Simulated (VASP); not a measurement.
System: PbO.

Input

```
PREC = Accurate
ENCUT = 520
EDIFF = 1E-6
ISMEAR = -1
SIGMA = 0.02
LREAL = F
LASPH = T
NELM = 100
ALGO = Normal
ISIF = 2
LWAVE = F
LCHARG = T
GGA = PE
LELF = T
LVHAR = T
NBANDS = 17
```

Run with:

```sh
cat potpaw_PBE.64/Pb_d/POTCAR potpaw_PBE.64/O/POTCAR > POTCAR
mpirun -np 1 vasp_std > vasp.out
```

Below, planes, directions and counts refer to the conventional cell (a = 5.52 Å, b = 5.52 Å, c = 5.52 Å, α = 90.00°, β = 90.00°, γ = 90.00°).

Space group F-43m; a generated structure, not necessarily the stable one; changed on purpose from its base cell (hydrostatic strain -1.3%); computed pressure about 6 GPa in this cell.

These are results of Kohn-Sham DFT of a periodic cell, PBE, VASP PAW PBE potentials, recommended (VASP), not measurements.

Predict the valence pseudo-density and electron localisation function between the atoms.

Answer. Pb–O (2.39 Å): ρ at the midpoint is about 0.4 e/Å³; the ELF is about 0.20 at the midpoint: no localised pair shows between them.

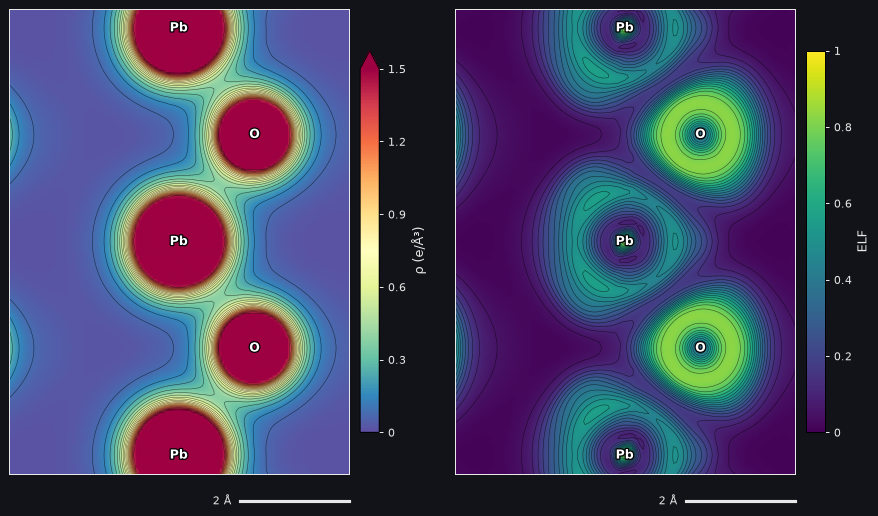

Computed valence pseudo-density and electron localisation function on the (110) plane of the conventional cell, in this order. 
